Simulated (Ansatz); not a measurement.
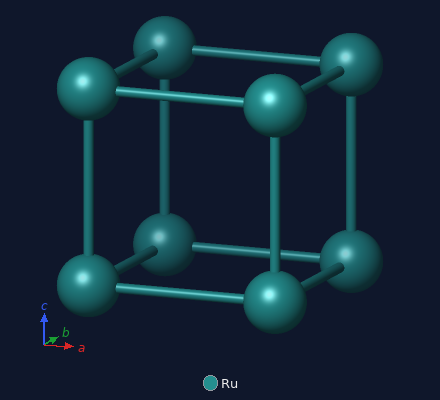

Ru (Pm-3m, No. 221): the input geometry of an electronic-structure calculation (not necessarily at equilibrium); the starting structure was generated, so it need not be a known form of this composition.

```cif
data_structure
_symmetry_space_group_name_H-M 'Pm-3m'
_symmetry_Int_Tables_number 221
_cell_length_a 2.4904
_cell_length_b 2.4904
_cell_length_c 2.4904
_cell_angle_alpha 90.000
_cell_angle_beta 90.000
_cell_angle_gamma 90.000
_cell_volume 15.45
loop_
_atom_site_label
_atom_site_type_symbol
_atom_site_symmetry_multiplicity
_atom_site_Wyckoff_symbol
_atom_site_fract_x
_atom_site_fract_y
_atom_site_fract_z
_atom_site_occupancy
Ru1 Ru 1 a 0.00000 0.00000 0.00000 1
```

> What will a projected-potential map along [001] show? Computed as the sum of neutral-atom potentials (tabulated electron scattering factors, B = 0.5 Å²) projected along the beam and smoothed by 0.25 Å; brighter is more positive. The display is stretched by a gamma of 0.6; percentages refer to the linear signal.

The columns repeat on a square net with a repeat of 2.49 Å (plane group p4mm). All columns are alike (Ru). The shortest distance between visible columns is 2.49 Å in projection. Along the beam the structure repeats every 2.49 Å.

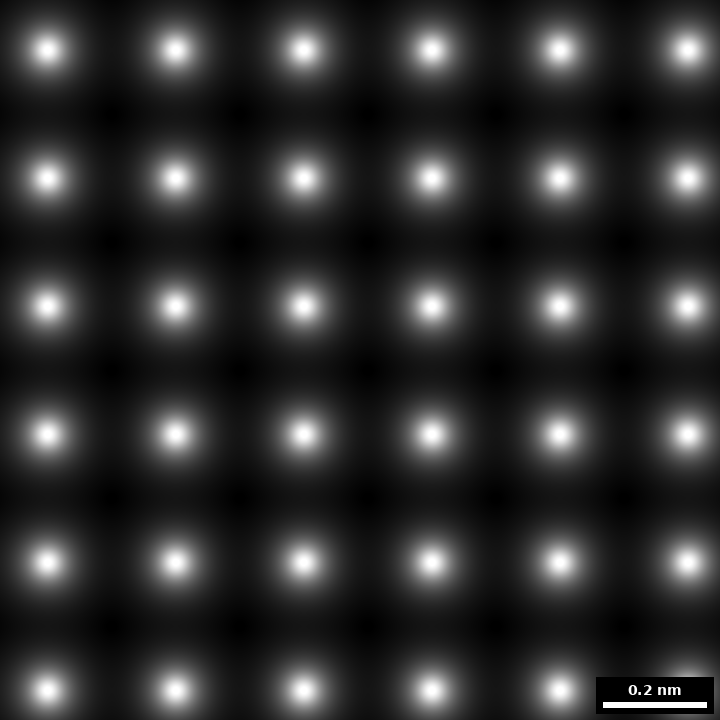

The simulated image.

> What mean inner potential do neutral atoms give for this crystal?

About 30 V (the sum of the forward scattering factors over the cell volume; bonding usually lowers the true value).
